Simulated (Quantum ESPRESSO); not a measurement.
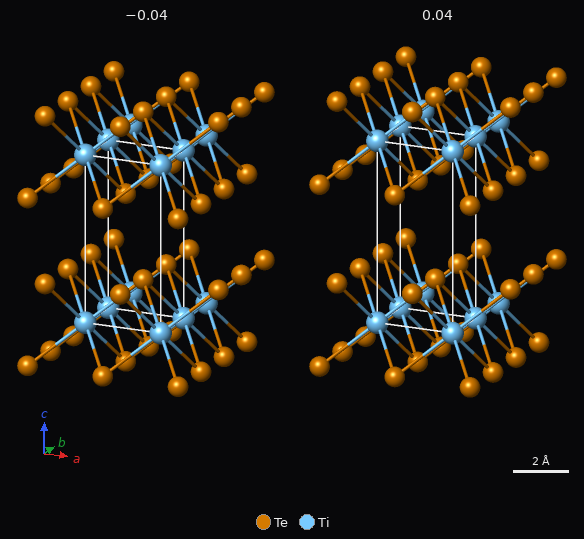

A crystal of TiTe2 (set up in P-3m1), held at several strains, with the atoms relaxed (per unit of the tabulated number the cell is strained by 1.0 along c). The picture shows the first and the last member. A ball-and-stick model of the cell of the calculation, repeated 1 × 2 × 1 with one cell outlined, seen slightly off an axis.

Computed with Quantum ESPRESSO 7.5: PBEsol, GBRV 1.5 PBEsol. Settings: plane-wave cutoff 612.3 eV; k-point mesh 8 × 8 × 4; occupations fermi-dirac; smearing width 0.05 eV; no spin polarisation.

```json
{"strain": "−0.04", "energy (meV/atom)": "−2.26"}
{"strain": "−0.02", "energy (meV/atom)": "−2.85"}
{"strain": "−0.01", "energy (meV/atom)": "−1.77"}
{"strain": "0", "energy (meV/atom)": "0.00"}
{"strain": "0.01", "energy (meV/atom)": "?"}
{"strain": "0.02", "energy (meV/atom)": "5.07"}
{"strain": "0.04", "energy (meV/atom)": "11.41"}
```

Q: Fill in the missing row.

A: A parabola through three neighbouring rows (−0.01, 0, 0.02) gives, with Lagrange weights, (−0.3333)(−1.77) + (1.0000)(0.00) + (0.3333)(5.07) = 2.28 meV/atom. The calculation gives 2.32 meV/atom. The estimate is 0.04 meV/atom too low. The lowest tabulated energy lies at −0.02, so the unstrained cell isn't a minimum along this strain at this level. From the first member to the last: Te–Ti 2.752 → 2.767 Å.

The whole series:

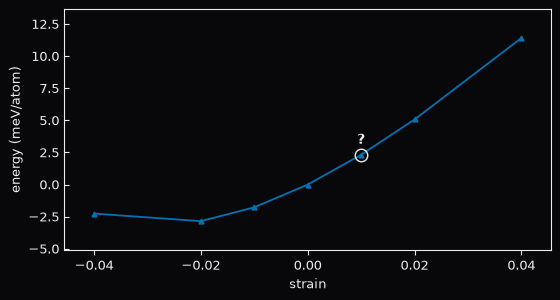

Each member starts from this one structure; whether another phase lies lower wasn't checked.

Limits of the set-up: layers or molecules are held without a dispersion correction, so their spacing is unreliable.
